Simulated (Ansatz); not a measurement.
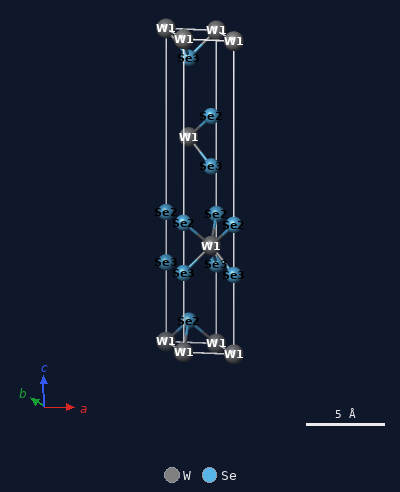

**Figure 1.** The input geometry of the first run (ball-and-stick view of the cell 3 times as large as that of the calculation, set on its symmetry axes, seen slightly off an axis; atoms are numbered from 1 in the order of the input).

# WSe2: a changed input and its effect

System: WSe2 (R3m, 3 atoms in the cell).
Method of the first run: DFT, r2SCAN, plane waves, PAW, no spin polarisation (Ansatz 0.2.0).

The structure was built on a prototype by a generator. The geometry comes from this level: r2scan-rvv10 (a point of a series of strains). Text and figures count atoms from 1; the logs count them from 0 in places.

## Input, the first run
```yaml
crystal:
  lattice:
    - [1.6510739566, 0.9532479933, 6.9250794587]
    - [-1.6510739566, 0.9532479933, 6.9250794587]
    - [0.0, -1.9064959865, 6.9250794587]
  atoms:
    - { symbol: W, position: [-6.5916e-06, -6.5916e-06, -6.5916e-06] }
    - { symbol: Se, position: [0.4136169466, 0.4136169466, 0.4136169466] }
    - { symbol: Se, position: [0.2530563118, 0.2530563118, 0.2530563118] }
kpoints:
  mp_grid: { grid: [10, 10, 10] }
  band_path:
    path:
      - [0.0, 0.0, 0.0]
      - [-0.5, -0.5, -0.5]
      - [-0.5, -0.1806598082, -0.8193401918]
      - [-0.1806598082, 0.1806598082, -0.5]
      - [0.0, 0.0, -0.5]
      - [0.0, 0.3403299041, -0.3403299041]
      - [-0.3403299041, 0.0, -0.6596700959]
      - [-0.5, 0.0, -0.5]
      - [0.0, 0.1701649521, -0.1701649521]
      - [-0.1625938274, 0.1625938274, -0.5]
    npoints: 1
hamiltonian:
  xc: r2scan
scf:
  occupations: { method: fixed }
  n_extra_bands: 4
output:
  forces: true
  stress: true
  eigenvalues: true
```

Hardware: 4 threads of an Arm (aarch64) CPU, shared host.

## Output, shortened to warnings, some set-up lines, iterations and results (the first run)
```
Basis set: ecut = 500 eV, 1651 PW (Γ), FFT grids on a1−a3, a2−a3, a3, exchange–correlation on 100×100×216 points (64 copies of the dense FFT grid, shifted against one another)
Symmetry: 6 space group operations
k-points: 116 of 1000 (time reversal used)
Initial density: superposition of atomic densities (neutral atoms: chi_scale 0, normalization atom), corrected by the library's trained network
[...]
SCF iter   1: F=—  HF=-21355.318429 eV  |F-HF|=—  |Δ(HF+E_count)|=         —  Δρ=5.42e-3  dr2=9.74e-3  dr2_τ=4.44e-2  ethr=1.77e-3  ⟨swp⟩=4.9  Hψ=11148  notcnv=0  defer=213
SCF iter   2: F=—  HF=-21355.380631 eV  |F-HF|=—  |Δ(HF+E_count)|=   6.22e-2  Δρ=3.64e-3  dr2=3.70e-3  dr2_τ=4.14e-4  ethr=2.12e-5  ⟨swp⟩=3.0  Hψ=7071  notcnv=0  defer=232
SCF iter   3: F=—  HF=-21355.385028 eV  |F-HF|=—  |Δ(HF+E_count)|=   4.40e-3  Δρ=1.30e-3  dr2=4.99e-4  dr2_τ=4.26e-5  ethr=8.04e-6  ⟨swp⟩=2.0  Hψ=4408  notcnv=0  defer=232
SCF iter   4: F=—  HF=-21355.385668 eV  |F-HF|=—  |Δ(HF+E_count)|=   6.40e-4  Δρ=1.41e-4  dr2=8.56e-6  dr2_τ=3.42e-6  ethr=1.09e-6  ⟨swp⟩=2.0  Hψ=4756  notcnv=0  defer=232
SCF iter   5: F=—  HF=-21355.385677 eV  |F-HF|=—  |Δ(HF+E_count)|=   9.27e-6  Δρ=6.00e-5  dr2=2.54e-6  dr2_τ=3.04e-7  ethr=1.86e-8  ⟨swp⟩=2.0  Hψ=5800  notcnv=0  defer=32
SCF iter   6: F=—  HF=-21355.385679 eV  |F-HF|=—  |Δ(HF+E_count)|=   1.44e-6  Δρ=1.70e-5  dr2=3.37e-7  dr2_τ=1.49e-8  ethr=5.52e-9  ⟨swp⟩=2.0  Hψ=4176  notcnv=0  defer=32
SCF iter   7: F=-21355.385679 eV  HF=-21355.385679 eV  |F-HF|=1.31e-8  |Δ(HF+E_count)|=   1.17e-7  Δρ=6.11e-6  dr2=3.78e-8  dr2_τ=1.55e-9  ethr=2.17e-10  ⟨swp⟩=8.1  Hψ=14941  …
SCF 1 converged in 7 iterations: F = -21355.385679 eV  dr2 = 3.78e-8
NSCF: frozen V_eff on 10 k-points
SCF converged after 7 iterations
Free energy (F): -21355.385679 eV
Harris-Foulkes:  -21355.385679 eV  (|F-HF|=1.31e-8)
Internal energy: -21355.385679 eV  (E = F + TS)
E sigma→0 (E₀):  -21355.385679 eV
Fermi energy:    11.347505 eV
--- Per-component energies (eV) ---
  E_band       = -940.993020
  E_kinetic    = 690.071628
  E_local      = -6417.670635  (includes V_loc(G=0)·N_el)
  E_nonlocal   = -1188.280629
  E_hartree    = 3071.966737
  E_xc         = -446.382161
  E_vxc        = -472.436625  (∫ρ·V_xc dr)
  E_paw        = -12443.741382  (= ΣΔE_a)
  E_vpaw       = 279.573400  (= ΣTr[D̂ρ^β])
  E_aug_tail   = -0.000479  (compensation charges beyond the density's cutoff)
  E_vtau       = 23.816479  (kinetic-family band-sum trace: ∫τ·v_τ [+ j·A + Jᵃ·Aᵃ] dr)
  E_ewald      = -4617.231269
  E_core_change = -4.117489  (= ΣΔE_core)
  E_smearing   = -0.000000  (= −TS)
  E_closure    = -0.000000  (closes the sum)
  Σ components = -21355.385679   (vs F -21355.385679, Δ=0.00e0)
--- Forces (eV/Å), atoms counted from 1 ---
  atom   1  W      0.00000000     0.00000000     0.00013718
  atom   2  Se    -0.00000000    -0.00000000    -0.03138614
  atom   3  Se     0.00000000     0.00000000     0.03126342
  max |Σ_I F_I| component: 1.45e-5 eV/Å
--- Stress (GPa, compression-positive) ---
        0.851162       0.000000       0.000000
        0.000000       0.851162      -0.000000
        0.000000      -0.000000      -0.283148
  P = ⅓ Tr σ = 0.4731 GPa (4.731 kbar)
```

The input of the second run differs as follows (lines with − go, lines with + come):
```diff
-  xc: r2scan
+  xc: pbe
-  occupations: { method: fixed }
+  occupations: { method: fermi_dirac, width: 0.02 }
```

How does the second run compare with the first run?

The total energies belong to different methods, so their difference says nothing on which is more stable or more accurate. The gap on the mesh goes from 1.44 to 1.32 eV. The pressure goes from 0.47 to 2.47 GPa. The largest force goes from 0.031 to 0.270 eV/Å. The functional changes from r2SCAN to PBE. The number of SCF iterations is the same. The default cutoff goes from 500 to 420 eV with the change. The plane waves at Γ go from 1651 to 1295.

## Output, shortened to warnings, some set-up lines, iterations and results (the second run)
```
Basis set: ecut = 420 eV, 1295 PW (Γ), FFT grids on a1−a3, a2−a3, a3, exchange–correlation on 48×48×100 points (8 copies of the dense FFT grid, shifted against one another)
Symmetry: 6 space group operations
k-points: 116 of 1000 (time reversal used)
Initial density: superposition of atomic densities (neutral atoms: chi_scale 0, normalization atom), corrected by the library's trained network
[...]
SCF iter   1: F=—  HF=-21324.640021 eV  |F-HF|=—  |Δ(HF+E_count)|=         —  Δρ=4.41e-3  dr2=7.57e-3  ethr=1.77e-3  ⟨swp⟩=6.4  Hψ=12917  notcnv=0
SCF iter   2: F=—  HF=-21324.643859 eV  |F-HF|=—  |Δ(HF+E_count)|=   3.84e-3  Δρ=2.50e-3  dr2=1.49e-3  ethr=1.65e-5  ⟨swp⟩=2.1  Hψ=5434  notcnv=0
SCF iter   3: F=—  HF=-21324.645905 eV  |F-HF|=—  |Δ(HF+E_count)|=   2.05e-3  Δρ=7.34e-4  dr2=4.65e-4  ethr=3.24e-6  ⟨swp⟩=2.0  Hψ=4596  notcnv=0
SCF iter   4: F=—  HF=-21324.646043 eV  |F-HF|=—  |Δ(HF+E_count)|=   1.39e-4  Δρ=1.38e-4  dr2=1.86e-5  ethr=1.01e-6  ⟨swp⟩=2.0  Hψ=3944  notcnv=0
SCF iter   5: F=—  HF=-21324.646049 eV  |F-HF|=—  |Δ(HF+E_count)|=   5.72e-6  Δρ=5.56e-5  dr2=5.68e-6  ethr=4.03e-8  ⟨swp⟩=2.0  Hψ=5684  notcnv=0
SCF iter   6: F=—  HF=-21324.646050 eV  |F-HF|=—  |Δ(HF+E_count)|=   1.07e-6  Δρ=2.61e-5  dr2=8.87e-7  ethr=1.24e-8  ⟨swp⟩=2.0  Hψ=5670  notcnv=0
SCF iter   7: F=-21324.646051 eV  HF=-21324.646051 eV  |F-HF|=7.52e-8  |Δ(HF+E_count)|=   6.46e-7  Δρ=6.52e-6  dr2=2.91e-8  ethr=2.17e-10  ⟨swp⟩=4.0  Hψ=13592  notcnv=0
SCF 1 converged in 7 iterations: F = -21324.646051 eV  dr2 = 2.91e-8
NSCF: frozen V_eff on 10 k-points
SCF converged after 7 iterations
Free energy (F): -21324.646051 eV
Harris-Foulkes:  -21324.646051 eV  (|F-HF|=7.52e-8)
Internal energy: -21324.646051 eV  (E = F + TS)
E sigma→0 (E₀):  -21324.646051 eV
Fermi energy:    12.174592 eV
--- Per-component energies (eV) ---
  E_band       = -898.497257
  E_kinetic    = 689.183074
  E_local      = -6416.311589  (includes V_loc(G=0)·N_el)
  E_nonlocal   = -1189.889372
  E_hartree    = 3071.475441
  E_xc         = -476.314884
  E_vxc        = -436.474363  (∫ρ·V_xc dr)
  E_paw        = -12385.556215  (= ΣΔE_a)
  E_vpaw       = 312.050480  (= ΣTr[D̂ρ^β])
  E_aug_tail   = -0.001237  (compensation charges beyond the density's cutoff)
  E_ewald      = -4617.231269
  E_smearing   = -0.000000  (= −TS)
  E_closure    = -0.000000  (closes the sum)
  Σ components = -21324.646051   (vs F -21324.646051, Δ=0.00e0)
--- Forces (eV/Å), atoms counted from 1 ---
  atom   1  W      0.00000000     0.00000000     0.00015646
  atom   2  Se    -0.00000000     0.00000000     0.26977536
  atom   3  Se     0.00000000    -0.00000000    -0.26992420
  max |Σ_I F_I| component: 7.62e-6 eV/Å
--- Stress (GPa, compression-positive) ---
        2.246528       0.000000       0.000000
        0.000000       2.246528       0.000000
        0.000000       0.000000       2.920268
  P = ⅓ Tr σ = 2.4711 GPa (24.711 kbar)
```

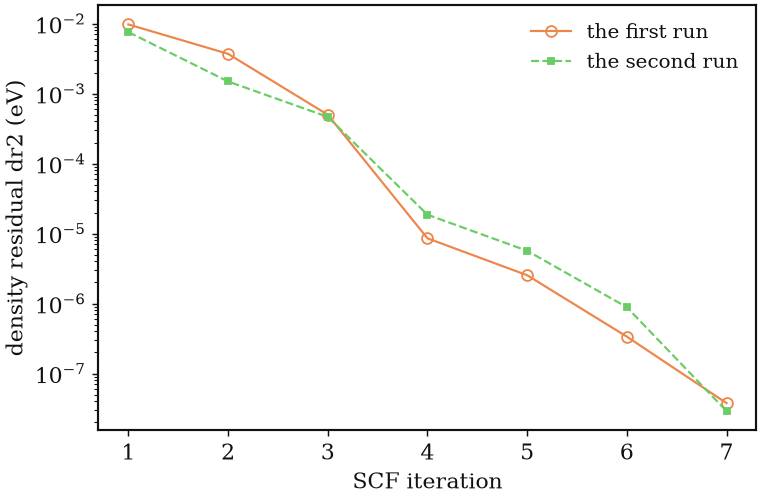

**Figure 2.** Convergence of the two runs: density residual dr2 against the SCF iteration. The first run takes 7 iterations in all, and the second run takes 7.

## The two runs side by side

| quantity | the first run | the second run |
| --- | --- | --- |
| outcome | converged | converged |
| free energy per atom (eV) | −7118.4619 | −7108.2154 |
| gap on the mesh (eV) | 1.44 | 1.32 |
| pressure (GPa) | 0.47 | 2.47 |
| largest force (eV/Å) | 0.031 | 0.270 |
| SCF iterations | 7 | 7 |
| irreducible k-points | 116 | 116 |
| plane waves at Γ | 1651 | 1295 |
| wall time (shared host) | 14 s | 5.7 s |

For both runs: Spin–orbit coupling is left out, which matters for W.
